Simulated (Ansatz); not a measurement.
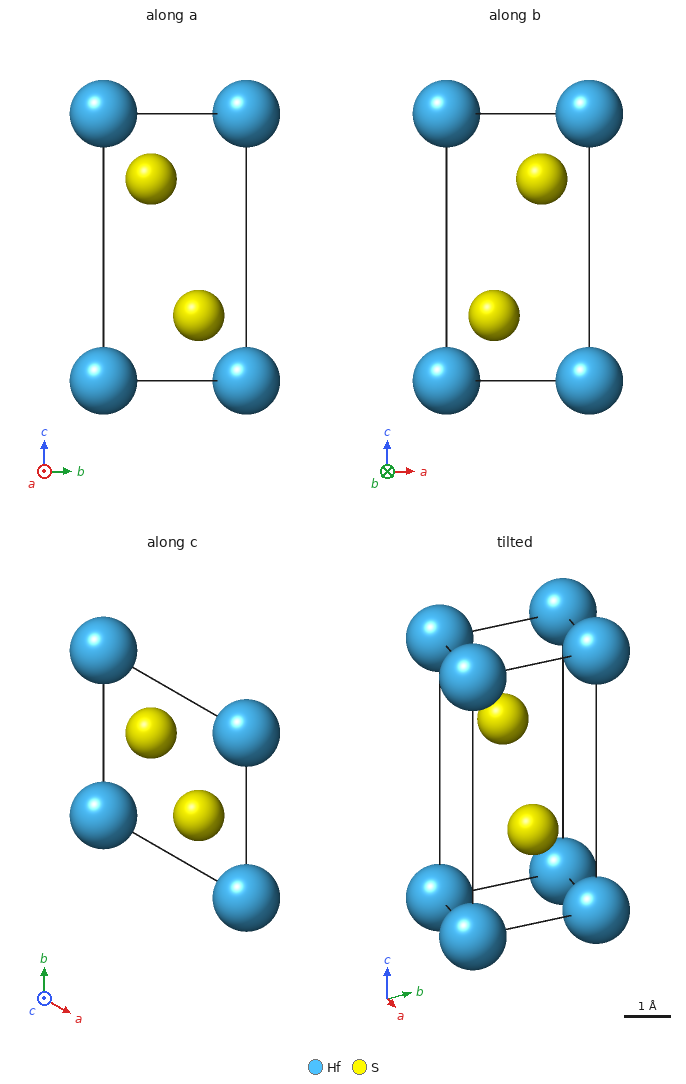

The crystal in a spheres-only representation, seen along the a axis, along the b axis, along the c axis and slightly off an axis. The conventional unit cell is outlined; an atom on or near a face, edge or corner is repeated at each equivalent position.

Lattice parameters: a = 3.6303 Å, b = 3.6303 Å, c = 5.8784 Å, α = 90.000°, β = 90.000°, γ = 120.000°.

Q: Put the structure into a CIF in P1 with every atom of the cell, with free fractional coordinates to two decimals.

A:
```cif
data_structure
_symmetry_space_group_name_H-M 'P 1'
_symmetry_Int_Tables_number 1
_cell_length_a 3.6303
_cell_length_b 3.6303
_cell_length_c 5.8784
_cell_angle_alpha 90.000
_cell_angle_beta 90.000
_cell_angle_gamma 120.000
_cell_volume 67.09
loop_
_atom_site_label
_atom_site_type_symbol
_atom_site_fract_x
_atom_site_fract_y
_atom_site_fract_z
_atom_site_occupancy
Hf1 Hf 0.00 0.00 0.00 1
S1 S 0.3333 0.6667 0.24 1
S2 S 0.6667 0.3333 0.76 1
```

Starting structure: a structure type filled with these elements by a generator (whether the compound takes this form wasn't checked). Earlier steps of the study may have refined or changed the cell and positions. It went into a calculation with Ansatz.
